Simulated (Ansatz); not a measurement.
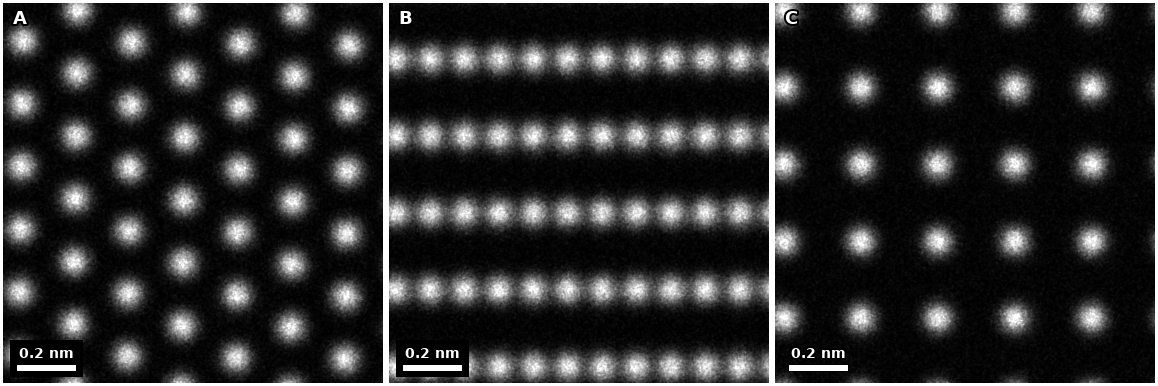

Three views of Ti (Pm-3m, No. 221) along different zone axes. Simulation: incoherent imaging, intensity Z^1.7 per atom, probe width 0.74 Å, thin sample. Shot noise was added. Model: coordinates from a relaxation with DFT, r2SCAN, plane waves (500 eV) with PAW, scalar-relativistic (Ansatz 0.2.0); the starting structure was generated, so it need not be a known form of this composition.

Space group Pm-3m (No. 221). a = 2.631 Å, b = 2.631 Å, c = 2.631 Å, α = 90.00°, β = 90.00°, γ = 90.00°
```json
{"atom": "Ti", "site": "1a", "symmetry": "m-3m", "x": "0.0000", "y": "0.0000", "z": "0.0000"}
```

Match the panels to the zone axes [001], [111] and [210].

A is [111]: projected cell 2.15 × 2.15 Å, 120°, plane group p6mm. B is [210]: projected cell 1.18 × 2.63 Å, 90°, plane group p2mm. C is [001]: projected cell 2.63 × 2.63 Å, 90°, plane group p4mm.
